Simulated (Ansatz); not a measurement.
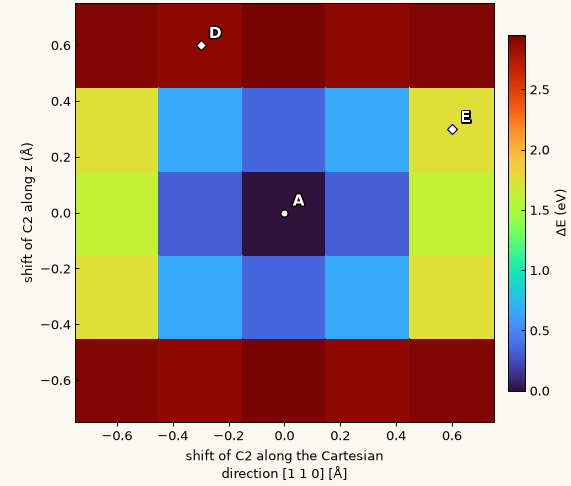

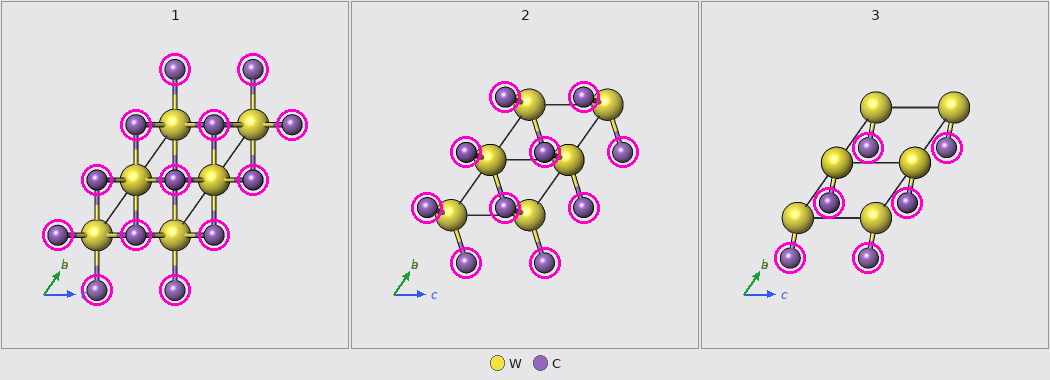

WC (Fm-3m, No. 225; 2 atoms in the cell). 
- Atom C2 is moved over a plane while all other atoms and the cell stay fixed (its periodic images move with it) (x, y and z along the cube axes).
- The first coordinate is: shift of C2 along the Cartesian direction [1 1 0]; the second: shift of C2 along z.
- Grid: 5 × 5 points; 9 points were computed and 16 follow by symmetry.
- Points are written as (first, second).
- All energies are given in eV per cell relative to the lowest grid point.
- The reference cell is the one listed in the database, not relaxed at this level.
- The calculation used DFT r2SCAN, scalar-relativistic, plane waves, PAW in Ansatz 0.2.0. Settings: cutoff 500 eV, k-mesh 18×18×18, gaussian smearing 0.15 eV, no spin polarisation.

Drawn: one coloured cell a grid point, lettered points. The numbered pictures are the structures at these points, in random order. Rings mark the moved atoms.

Question: Which structure belongs to which point?

Answer: A is structure 1: (0.0 Å, 0.0 Å), 0.00 eV; D is structure 3: (−0.3 Å, 0.6 Å), 2.88 eV; E is structure 2: (0.6 Å, 0.3 Å), 1.76 eV.
